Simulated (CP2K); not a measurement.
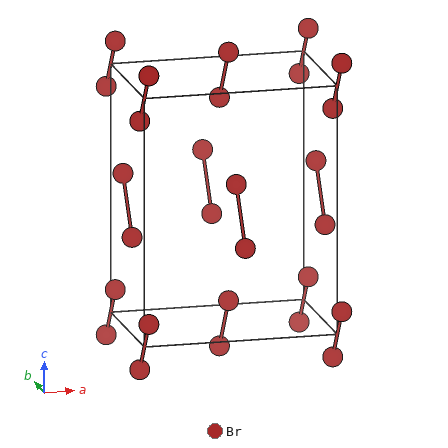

System: Br, space group Cmce (No. 64). The picture shows the conventional cell.

The given structure:
```xyz
4
Lattice="4.0873 0.0000 0.0000 1.4477 3.8223 0.0000 0.0000 0.0000 8.7023" Properties=species:S:1:pos:R:3 pbc="T T T"
Br    2.4114    2.4268    3.3948
Br    1.8038    3.3067    7.7459
Br    3.1236    1.3955    5.3075
Br    3.7312    0.5156    0.9564
```

Computed with CP2K 2026.2: DFT in Gaussian orbitals with a plane-wave density, no spin polarisation; energies at scaled volumes of the given cell, shape and fractions fixed, counted from the fit's minimum, third-order Birch-Murnaghan fit. Level: PBEsol.

k mesh 7×7×3; occupations Fermi–Dirac; smearing width 0.05 eV; potentials GTH PBE with UZH TZVP basis; density cutoff 6123 eV; program settings ngrids 4, basis sets Br TZVP-MOLOPT-PBE-GTH-q7, cutoff ry 450 Ry, rel cutoff ry 60 Ry.

What does the calculation give for the energy against volume? The volume takes the values 31.95, 32.63, 33.31, 33.99, 34.67, 35.35, 36.03 Å³/atom.

A third-order Birch–Murnaghan fit gives V0 = 34.99 Å³/atom, B0 = 26.7 GPa and B′ = 4.9. The energy is 26.30 meV/atom at volume 31.95 Å³/atom and 2.43 meV/atom at 36.03 Å³/atom; the lowest computed point is at volume 34.67 Å³/atom (0.25 meV/atom).

```json
{"volume (Å³/atom)": "31.95", "energy (meV/atom)": "26.30"}
{"volume (Å³/atom)": "32.63", "energy (meV/atom)": "15.21"}
{"volume (Å³/atom)": "33.31", "energy (meV/atom)": "7.40"}
{"volume (Å³/atom)": "33.99", "energy (meV/atom)": "2.52"}
{"volume (Å³/atom)": "34.67", "energy (meV/atom)": "0.25"}
{"volume (Å³/atom)": "35.35", "energy (meV/atom)": "0.30"}
{"volume (Å³/atom)": "36.03", "energy (meV/atom)": "2.43"}
```

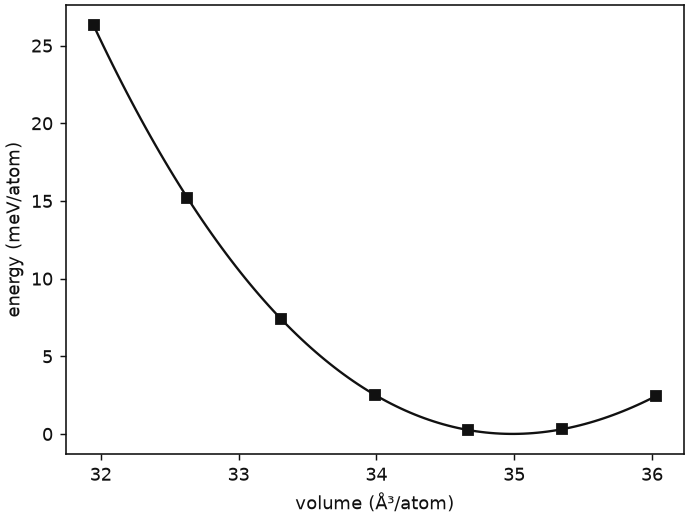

Limits of the calculation: shape and atomic fractions are frozen while scaling, which makes layered, chain and framework solids too stiff.
